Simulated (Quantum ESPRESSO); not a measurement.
## NaCl (Fm-3m): modes at Γ and the response to a field

Which modes does NaCl (Fm-3m) have at the zone centre?

Method: DFT LDA, scalar-relativistic, plane waves, PseudoDojo norm-conserving pseudopotentials, in Quantum ESPRESSO 7.5.

The database entry behind the starting cell differs from later determinations by our own check (an axis about 0.4 % short against later determinations), so it need not match the best structure at ambient conditions.

## 1. The structure

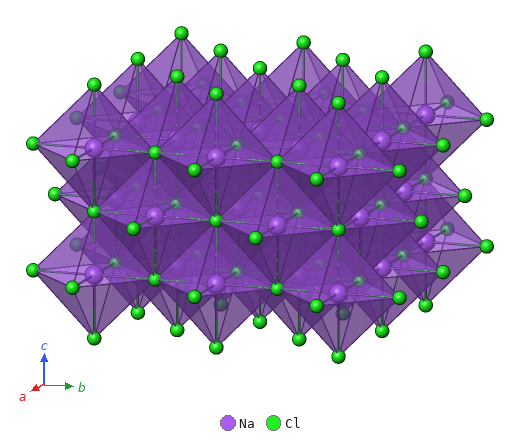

Start, viewed slightly off an axis; sodium purple, chlorine green. 2×2×1 cells are drawn. This picture shows the conventional cell, with its axes. Some periodic images of atoms are drawn too.

Coordinates:

```cif
data_structure
_symmetry_space_group_name_H-M 'Fm-3m'
_symmetry_Int_Tables_number 225
_cell_length_a 5.6200
_cell_length_b 5.6200
_cell_length_c 5.6200
_cell_angle_alpha 90.000
_cell_angle_beta 90.000
_cell_angle_gamma 90.000
_cell_volume 177.50
loop_
_atom_site_label
_atom_site_type_symbol
_atom_site_symmetry_multiplicity
_atom_site_Wyckoff_symbol
_atom_site_fract_x
_atom_site_fract_y
_atom_site_fract_z
_atom_site_occupancy
Na1 Na 4 a 0.00000 0.00000 0.00000 1
Cl1 Cl 4 b 0.00000 0.50000 0.00000 1
```

## 2. A probe with smearing

A cheap run with smearing and empty bands tells whether the crystal has a gap, which decides between fixed occupations and smearing later on.

Contents of probe.in:

```
&control
   calculation = 'scf'
   prefix = 'x'
   outdir = './tmp'
   pseudo_dir = './pseudo'
   tprnfor = .true.
   tstress = .true.
   verbosity = 'high'
/
&system
   ibrav = 0
   nat = 2
   ntyp = 2
   ecutwfc = 97.0
   occupations = 'smearing'
   smearing = 'gaussian'
   degauss = 0.01
/
&electrons
   conv_thr = 1.0d-07
   mixing_beta = 0.7
   electron_maxstep = 100
/
ATOMIC_SPECIES
 Na     22.9898  Na.upf
 Cl     35.4500  Cl.upf
CELL_PARAMETERS angstrom
    -2.810000000    0.000000000    2.810000000
     0.000000000    2.810000000    2.810000000
    -2.810000000    2.810000000    0.000000000
ATOMIC_POSITIONS crystal
 Na     0.000000000   0.000000000   0.000000000
 Cl     0.500000000   0.500000000   0.500000000
K_POINTS automatic
 6 6 6 0 0 0
```

The run is started by

```
$ OMP_NUM_THREADS=1 mpirun -n 4 pw.x -nk 4 -in probe.in > probe.out
```

What it wrote:

```text
[banners, grids, parts of the stress and lines that vanish by symmetry left out]
Program PWSCF v.7.5
     Message from routine setup:
     using ibrav=0 with symmetry is DISCOURAGED, use correct ibrav instead
[...]
kinetic-energy cutoff     =      97.0000  Ry
     charge density cutoff     =     388.0000  Ry
     scf convergence threshold =      1.0E-07
[...]
Exchange-correlation= SLA  PW   NOGX NOGC
                           (   1   4   0   0   0   0   0)
[...]
48 Sym. Ops., with inversion, found
[...]
(     0          1          0      )
                  (     0          0          1      )
[...]
(  0.0000000  1.0000000  0.0000000 )
                  ( -0.0000000 -0.0000000  1.0000000 )
[...]
(     1          0         -1      )
                  (     0          0         -1      )
[...]
( -0.0000000 -1.0000000 -0.0000000 )
[...]
(     0          1         -1      )
                  (     0          1          0      )
[...]
( -1.0000000  0.0000000  0.0000000 )
                  (  0.0000000  1.0000000 -0.0000000 )
[...]
number of k points=    16  Gaussian smearing, width (Ry)=  0.0100
[...]
End of self-consistent calculation
[...]
the Fermi energy is     4.4186 ev
!    total energy              =    -124.29552957 Ry
[...]
convergence has been achieved in   6 iterations
[...]
atom    1 type  1   force =    -0.00000000   -0.00000000    0.00000000
     atom    2 type  2   force =    -0.00000000   -0.00000000    0.00000000
[...]
Total force =     0.000000     Total SCF correction =     0.000000
[...]
total   stress  (Ry/bohr**3)                   (kbar)     P=      -21.81
[...]
XML data file, charge density, pseudopotentials, collected wavefunctions

   JOB DONE.
```

It took 3.2 s on 4 MPI ranks of Arm Neoverse V2, shared host.

Read from the output:

| Property | Result |
| --- | --- |
| volume per atom | 22.19 Å³ |
| pressure | -2.181 GPa |
| gap on the k-mesh | 4.733 eV |

A gap of 4.7 eV opens on this mesh, so the crystal is taken as an insulator; the start stands at -2.2 GPa.

## 3. Relaxation

The relaxation runs at a cutoff a fifth above that of the response, since stress converges more slowly with the basis than frequencies do. Forces and stress are brought to rest with tight thresholds.

Contents of relax.in:

```
&control
   calculation = 'vc-relax'
   prefix = 'x'
   outdir = './tmp'
   pseudo_dir = './pseudo'
   tprnfor = .true.
   tstress = .true.
   forc_conv_thr = 2.0d-05
   etot_conv_thr = 1.0d-07
   nstep = 40
/
&system
   ibrav = 0
   nat = 2
   ntyp = 2
   ecutwfc = 116
   occupations = 'fixed'
   nbnd = 10
/
&electrons
   conv_thr = 1.0d-11
   mixing_beta = 0.7
   electron_maxstep = 100
/
&ions
/
&cell
   press_conv_thr = 0.2
/
ATOMIC_SPECIES
 Na     22.9898  Na.upf
 Cl     35.4500  Cl.upf
CELL_PARAMETERS angstrom
    -2.810000000    0.000000000    2.810000000
     0.000000000    2.810000000    2.810000000
    -2.810000000    2.810000000    0.000000000
ATOMIC_POSITIONS crystal
 Na     0.000000000   0.000000000   0.000000000
 Cl     0.500000000   0.500000000   0.500000000
K_POINTS automatic
 8 8 8 0 0 0
```

The run is started by

```
$ OMP_NUM_THREADS=1 mpirun -n 4 pw.x -nk 4 -in relax.in > relax.out
```

What it wrote:

```text
[banners, grids, parts of the stress and lines that vanish by symmetry left out]
[banner, memory and clock lines left out]
Program PWSCF v.7.5

[...]
kinetic-energy cutoff     =     116.0000  Ry
     charge density cutoff     =     464.0000  Ry
     scf convergence threshold =      1.0E-11
[...]
energy convergence thresh.=      1.0E-07
     force convergence thresh. =      2.0E-05
     press convergence thresh. =      2.0E-01
     Exchange-correlation= SLA  PW   NOGX NOGC
                           (   1   4   0   0   0   0   0)
[...]
48 Sym. Ops., with inversion, found
[...]
number of k points=    29
[...]
End of self-consistent calculation
[...]
highest occupied, lowest unoccupied level (ev):     0.8999    5.6336
!    total energy              =    -124.29554535 Ry
[...]
convergence has been achieved in   8 iterations
[...]
atom    1 type  1   force =     0.00000000    0.00000000    0.00000000
     atom    2 type  2   force =     0.00000000   -0.00000000    0.00000000
     Total force =     0.000000     Total SCF correction =     0.000000
[...]
total   stress  (Ry/bohr**3)                   (kbar)     P=      -21.95
[...]
number of bfgs steps    =   0
[...]
CELL_PARAMETERS (angstrom)
[...]
ATOMIC_POSITIONS (crystal)
Na              -0.0000000000        0.0000000000       -0.0000000000
Cl               0.5000000000        0.5000000000        0.5000000000
[...]
New effective cutoffs (rho, wfc):  466.90  116.86
[...]
End of self-consistent calculation
[...]
highest occupied, lowest unoccupied level (ev):     0.9868    5.7634
!    total energy              =    -124.29601617 Ry
[...]
convergence has been achieved in   6 iterations
[...]
atom    1 type  1   force =     0.00000000    0.00000000   -0.00000000
     atom    2 type  2   force =    -0.00000000   -0.00000000   -0.00000000
     Total force =     0.000000     Total SCF correction =     0.000000
[...]
total   stress  (Ry/bohr**3)                   (kbar)     P=      -19.51
[...]
number of bfgs steps    =   1
[...]
WARNING: bfgs curvature condition failed, Theta= 0.907
[...]
CELL_PARAMETERS (angstrom)
[...]
ATOMIC_POSITIONS (crystal)
Na              -0.0000000000        0.0000000000        0.0000000000
Cl               0.5000000000        0.5000000000        0.5000000000
[...]
New effective cutoffs (rho, wfc):  472.19  118.18
[...]
End of self-consistent calculation
[...]
highest occupied, lowest unoccupied level (ev):     1.1201    5.9628
!    total energy              =    -124.29660874 Ry
[...]
convergence has been achieved in   7 iterations
[...]
atom    1 type  1   force =     0.00000000    0.00000000    0.00000000
     atom    2 type  2   force =     0.00000000    0.00000000   -0.00000000
     Total force =     0.000000     Total SCF correction =     0.000000
[...]
total   stress  (Ry/bohr**3)                   (kbar)     P=      -15.56
[...]
number of bfgs steps    =   2
[...]
CELL_PARAMETERS (angstrom)
[...]
ATOMIC_POSITIONS (crystal)
[...]
New effective cutoffs (rho, wfc):  480.29  120.21
[...]
End of self-consistent calculation
[...]
Total force =     0.000000     Total SCF correction =     0.000000
[...]
total   stress  (Ry/bohr**3)                   (kbar)     P=       -8.91
[...]
number of bfgs steps    =   3
[...]
CELL_PARAMETERS (angstrom)
[...]
ATOMIC_POSITIONS (crystal)
[...]
New effective cutoffs (rho, wfc):  491.03  122.90
[...]
End of self-consistent calculation
[...]
highest occupied, lowest unoccupied level (ev):     1.6073    6.6937
!    total energy              =    -124.29747933 Ry
[...]
convergence has been achieved in   7 iterations
[...]
atom    1 type  1   force =     0.00000000    0.00000000    0.00000000
     atom    2 type  2   force =    -0.00000000   -0.00000000   -0.00000000
     Total force =     0.000000     Total SCF correction =     0.000000
[...]
total   stress  (Ry/bohr**3)                   (kbar)     P=        1.09
[...]
number of bfgs steps    =   4
[...]
CELL_PARAMETERS (angstrom)
[...]
ATOMIC_POSITIONS (crystal)
[...]
New effective cutoffs (rho, wfc):  489.87  122.61
[...]
End of self-consistent calculation
[...]
highest occupied, lowest unoccupied level (ev):     1.5767    6.6477
!    total energy              =    -124.29748273 Ry
[...]
convergence has been achieved in   7 iterations
[...]
atom    1 type  1   force =     0.00000000    0.00000000    0.00000000
     atom    2 type  2   force =    -0.00000000   -0.00000000   -0.00000000
     Total force =     0.000000     Total SCF correction =     0.000000
[...]
total   stress  (Ry/bohr**3)                   (kbar)     P=       -0.06
[...]
number of bfgs steps    =   5
[...]
CELL_PARAMETERS (angstrom)
[...]
ATOMIC_POSITIONS (crystal)
[...]
New effective cutoffs (rho, wfc):  489.93  122.62
[...]
End of self-consistent calculation
[...]
highest occupied, lowest unoccupied level (ev):     1.5783    6.6501
!    total energy              =    -124.29748274 Ry
[...]
convergence has been achieved in   4 iterations
[...]
atom    1 type  1   force =     0.00000000    0.00000000   -0.00000000
     atom    2 type  2   force =    -0.00000000   -0.00000000    0.00000000
     Total force =     0.000000     Total SCF correction =     0.000000
[...]
total   stress  (Ry/bohr**3)                   (kbar)     P=        0.00
[...]
bfgs converged in   7 scf cycles and   6 bfgs steps
[...]
End of BFGS Geometry Optimization
     Final enthalpy           =    -124.2974827401 Ry
     File ./tmp/x.bfgs deleted, as requested
[...]
CELL_PARAMETERS (angstrom)
[...]
ATOMIC_POSITIONS (crystal)
Na               0.0000000000        0.0000000000       -0.0000000000
Cl               0.5000000000        0.5000000000        0.5000000000
[...]
Final scf calculation at the relaxed structure.
[...]
kinetic-energy cutoff     =     116.0000  Ry
     charge density cutoff     =     464.0000  Ry
     scf convergence threshold =      1.0E-13
[...]
press convergence thresh. =      2.0E-01
     Exchange-correlation= SLA  PW   NOGX NOGC
                           (   1   4   0   0   0   0   0)
[...]
48 Sym. Ops., with inversion, found
[...]
number of k points=    29
[...]
c_bands:  1 eigenvalues not converged
     c_bands:  1 eigenvalues not converged
[...]
End of self-consistent calculation
[...]
highest occupied, lowest unoccupied level (ev):     1.5783    6.6501
!    total energy              =    -124.29747536 Ry
[...]
convergence has been achieved in  11 iterations
[...]
atom    1 type  1   force =     0.00000000    0.00000000    0.00000000
     atom    2 type  2   force =     0.00000000    0.00000000    0.00000000
     Total force =     0.000000     Total SCF correction =     0.000000
[...]
total   stress  (Ry/bohr**3)                   (kbar)     P=        0.02
[...]
XML data file, charge density, pseudopotentials, collected wavefunctions
```

It took 61 s on 4 MPI ranks; 4.1 min of CPU time.

Relaxation path:

```
step  energy less that of the first step (eV)  largest force (eV/Å)  pressure (GPa)  volume (Å³)
   1                                   0.0000                0.0000           -2.19        44.38
   2                                  -0.0064                0.0000           -1.95        43.88
   3                                  -0.0145                0.0000           -1.56        43.15
   4                                  -0.0228                0.0000           -0.89        42.06
   5                                  -0.0263                0.0000            0.11        40.69
   6                                  -0.0264                0.0000           -0.01        40.83
   7                                  -0.0264                0.0000            0.00        40.82
   8                                  -0.0263                0.0000            0.00        40.82
```

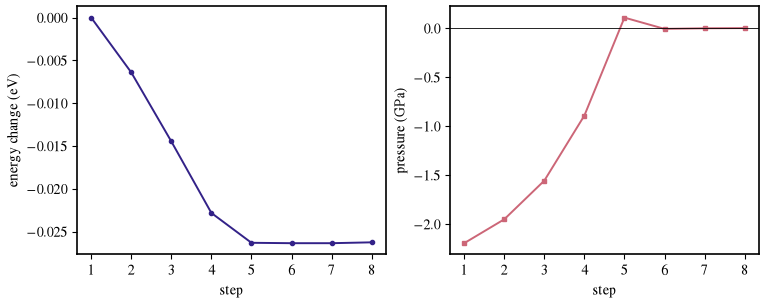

Energy and pressure along the relaxation.

```
conventional cell, symmetrised  before  after  change
                         a (Å)   5.620  5.466  -2.7 %
                         b (Å)   5.620  5.466  -2.7 %
                         c (Å)   5.620  5.466  -2.7 %
              volume (Å³/atom)   22.19  20.41  -8.0 %
```

Final coordinates:

```
CELL_PARAMETERS angstrom
-2.73293 0.00000 2.73293
0.00000 2.73293 2.73293
-2.73293 2.73293 0.00000
ATOMIC_POSITIONS crystal
Na 0.00000 0.00000 0.00000
Cl 0.50000 0.50000 0.50000
```

The last row of the table of steps is pw.x's closing run on a basis chosen anew for the final cell, so its energy can jump.

This step gave:

```
volume per atom   : 20.41 Å³
pressure          : 0.002 GPa
gap on the k-mesh : 5.072 eV
```

The volume changes by -8.0 % from the cell with which this run began.

## 4. Self-consistent run for the response

The response is built on this ground state, so it is converged far tighter than an energy would need. With a gap, occupations are fixed, which also allows the response to an electric field.

Contents of scf.in:

```
&control
   calculation = 'scf'
   prefix = 'x'
   outdir = './tmp'
   pseudo_dir = './pseudo'
   tprnfor = .true.
   tstress = .true.
/
&system
   ibrav = 0
   nat = 2
   ntyp = 2
   ecutwfc = 97.0
   occupations = 'fixed'
   nbnd = 10
/
&electrons
   conv_thr = 1.0d-12
   mixing_beta = 0.7
   electron_maxstep = 100
/
ATOMIC_SPECIES
 Na     22.9898  Na.upf
 Cl     35.4500  Cl.upf
CELL_PARAMETERS angstrom
    -2.732929578    0.000000000    2.732929578
     0.000000000    2.732929578    2.732929578
    -2.732929578    2.732929578    0.000000000
ATOMIC_POSITIONS crystal
 Na     0.000000000   0.000000000   0.000000000
 Cl     0.500000000   0.500000000   0.500000000
K_POINTS automatic
 8 8 8 0 0 0
```

The run is started by

```
$ OMP_NUM_THREADS=1 mpirun -n 4 pw.x -nk 4 -in scf.in > scf.out
```

What it wrote:

```text
[banners, grids, parts of the stress and lines that vanish by symmetry left out]
[banner, memory and clock lines left out]
Program PWSCF v.7.5

[...]
kinetic-energy cutoff     =      97.0000  Ry
     charge density cutoff     =     388.0000  Ry
     scf convergence threshold =      1.0E-12
[...]
Exchange-correlation= SLA  PW   NOGX NOGC
                           (   1   4   0   0   0   0   0)
[...]
48 Sym. Ops., with inversion, found
[...]
number of k points=    29
[...]
End of self-consistent calculation
[...]
highest occupied, lowest unoccupied level (ev):     1.5783    6.6502
!    total energy              =    -124.29746209 Ry
[...]
convergence has been achieved in  10 iterations
[...]
atom    1 type  1   force =     0.00000000    0.00000000    0.00000000
     atom    2 type  2   force =     0.00000000    0.00000000    0.00000000
     Total force =     0.000000     Total SCF correction =     0.000000
[...]
total   stress  (Ry/bohr**3)                   (kbar)     P=       -0.01
[...]
XML data file, charge density, pseudopotentials, collected wavefunctions
```

The job ended after 6.3 s (4 MPI ranks).

Numbers from this step:

| Item | Value |
| --- | --- |
| pressure | -0.001 GPa |

The cell stands at -0.001 GPa, close enough for phonons.

[end of part 1 of 4]

[Host names and launcher messages were left out of these logs when they were recorded.]

[Logs are printed without paths, hosts, clocks, repeated set-up lines and the standing remarks that a program may print on its own settings, such as how far it seeks lower states.]

[Hosts, paths, dates, database ids (printed as entryN), source tags and the programs' standing remarks are cut or masked in the printed files.]
